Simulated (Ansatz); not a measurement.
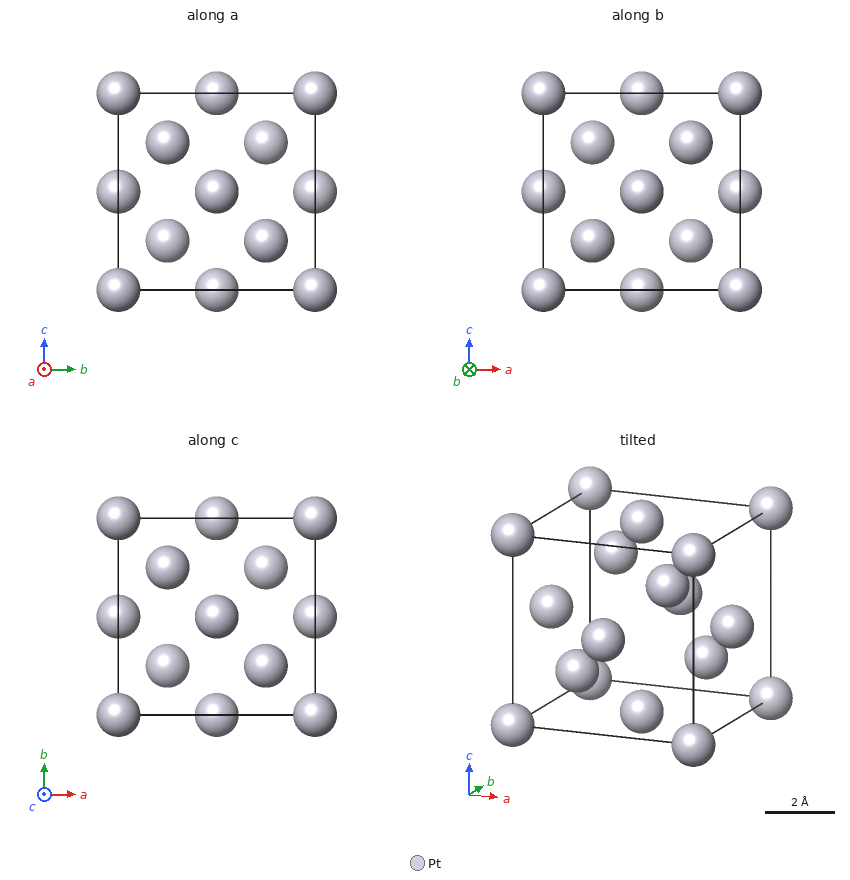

The figure gives a spheres-only picture of the atoms, viewed along the a axis, along the b axis, along the c axis and slightly off an axis. The parallelepiped is the conventional unit cell.

Lattice parameters: a = 5.7749 Å, b = 5.7749 Å, c = 5.7749 Å, α = 90.000°, β = 90.000°, γ = 90.000°.

> Set out the cell and atoms as a CIF with its space group and independent sites.

```cif
data_structure
_symmetry_space_group_name_H-M 'F d -3 m :1'
_symmetry_Int_Tables_number 227
_cell_length_a 5.7749
_cell_length_b 5.7749
_cell_length_c 5.7749
_cell_angle_alpha 90.000
_cell_angle_beta 90.000
_cell_angle_gamma 90.000
_cell_volume 192.59
loop_
_atom_site_label
_atom_site_type_symbol
_atom_site_symmetry_multiplicity
_atom_site_Wyckoff_symbol
_atom_site_fract_x
_atom_site_fract_y
_atom_site_fract_z
_atom_site_occupancy
Pt1 Pt 8 a 0.2500 0.7500 0.7500 1
```

Starting structure: a structure type filled with this element by a generator (whether the element takes this form wasn't checked). Earlier steps of the study may have refined or changed the cell and positions. Ansatz was used for an electronic-structure calculation on it.
